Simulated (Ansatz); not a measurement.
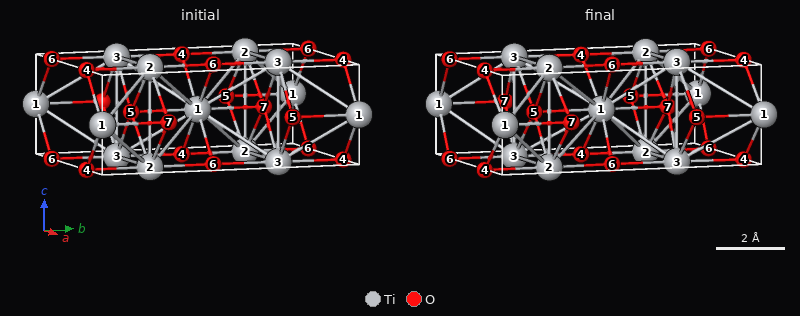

The structure of a crystal of Ti₃O₄ (set up in Cmmm) before (left) and after (right) a relaxation, at one scale.

The picture is a ball-and-stick view of the conventional cell (2 times the calculation's cell), seen slightly off an axis. Lengths and directions refer to the drawn axes.

These are results of DFT PBEsol, scalar-relativistic, plane waves, PAW (Ansatz), not measurements. (plane-wave cutoff 420 eV; k-point mesh 8 × 8 × 12; occupations gaussian; smearing width 0.15 eV; no spin polarisation)

What changed between the two?

The largest moves relative to the cell, 0.10 Å, are those of Ti2 and Ti3. Ti3 goes along [−2 −1 0]. Largest moves by element: Ti 0.10 Å, O 0.09 Å. Cell: a 5.826 → 5.812 Å (−0.2 %), b 8.061 → 8.130 Å (+0.9 %), c 2.969 → 2.961 Å (−0.3 %). Volume +0.4 %. Near-neighbour distances that change, for instance: Ti2–Ti3 2.913 → 2.745 Å, Ti1–Ti2 2.896 → 3.054 Å, Ti2–Ti3 (another image) 2.913 → 3.067 Å, Ti1–Ti2 (another image) 2.896 → 2.758 Å. Bond angles that change, for instance: Ti2–O7–Ti3 176.1° → 168.3°, Ti1–O4–Ti3 91.4° → 97.5°, Ti1–O4–Ti2 91.4° → 85.9°. The space group (tolerance 0.01 Å) goes from Cmmm (No. 65) to Amm2 (No. 38).
